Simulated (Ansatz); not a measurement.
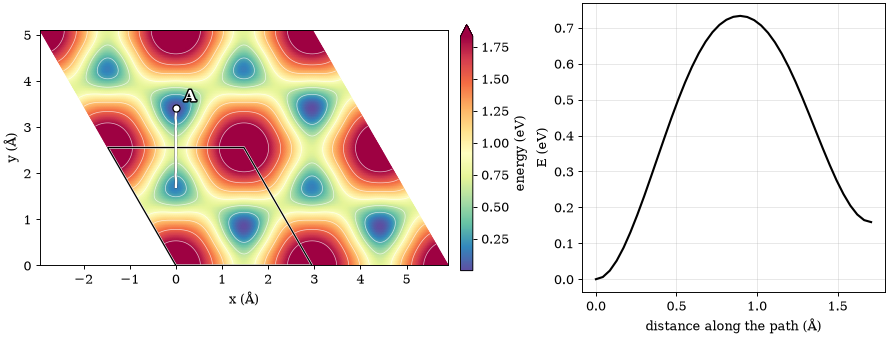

S on a Ta(111) slab cut from the Fm-3m phase, its upper half relaxed before the scan (3 atoms of substrate and one adsorbate in a 1 × 1 cell). S is moved over the surface cell; relaxed at each place: the height of the adsorbate's atoms; substrate rigid; the origin of the map has the adsorbate above Ta3. Places are given modulo a cell vector. The map is drawn in real space over the plane of the surface. The scan uses a 6 × 6 grid; 10 points were computed and 26 follow by symmetry. Energies are in eV, from the lowest grid point. With one adsorbate in each 1 × 1 cell, its nearest image is 3.0 Å away, so neighbouring adsorbates interact. These are results of DFT PBEsol, scalar-relativistic, plane waves, PAW in Ansatz 0.2.0, not measurements. Settings: cutoff 420 eV, k-mesh 9×9×1, gaussian smearing 0.1 eV, no spin polarisation.

Drawn: a smooth colour map with a few white contour lines, a line along the lowest path, the outline of one cell of the 2 × 2 shown, one colour for all values above the top of the scale, the energy along the path at the right, the start A. Between grid points the surface is interpolated.

### Describe the path and its barrier.

The easiest path leads from the well at a threefold hollow over a third-layer Ta atom, (4/6, 2/6) of the cell vectors to the well at a threefold hollow over a second-layer Ta atom, (2/6, 4/6) of the cell vectors, about 0.16 eV higher. Its highest point lies about 0.73 eV above the bottom of the first well on the interpolated surface, at a bridge site between two Ta atoms, (3/6, 0/6) of the cell vectors. Seen from the upper well the barrier is about 0.57 eV. This is the barrier on the constrained surface; relaxing the other coordinates would change it.
